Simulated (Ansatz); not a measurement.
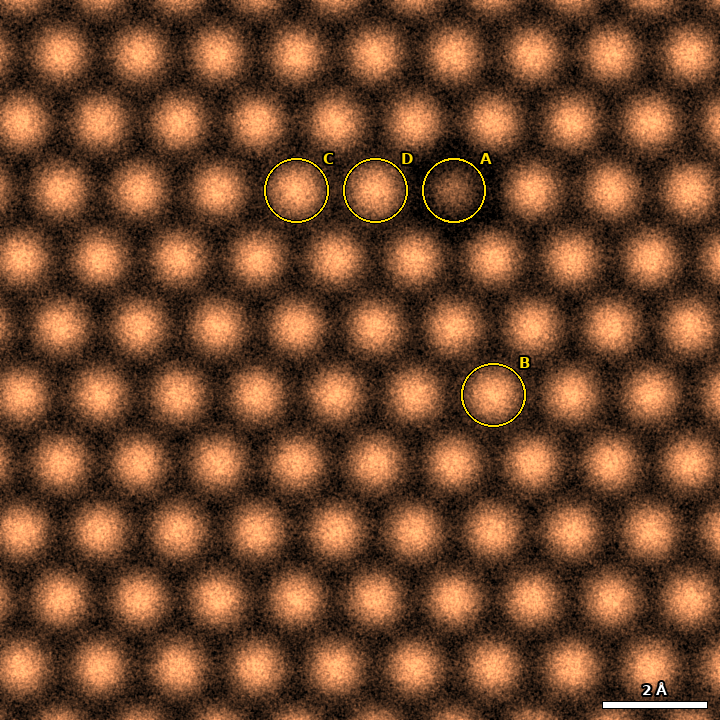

Dark-field STEM-like image of Ru (Fm-3m, No. 225) along [111]. Simulated incoherent Z contrast: every atom adds Z^1.6 spread by a probe of 1.08 Å full width; channelling and multiple scattering are left out. The probe carries 25 % of its weight in a tail 2.5 times as wide. Shot noise was added.

The sample is 2 repeats (13.0 Å) thick. One point defect was put into the perfect crystal, without relaxing the atoms around it. Brightness is counted from the darkest point of the image. Host structure: the geometry relaxed with DFT, LDA (PW92), plane waves (420 eV) with PAW, scalar-relativistic (Ansatz); the starting structure was generated, so it need not be a known form of this composition.

Question: Which ringed column holds the defect, and does it scatter more or less than its equals?

Answer: A; it scatters less. The column holds 2 atoms (Ru) through the sample, and one Ru atom is replaced by Fe, so its peak drops to about 45 % of that of its equals.
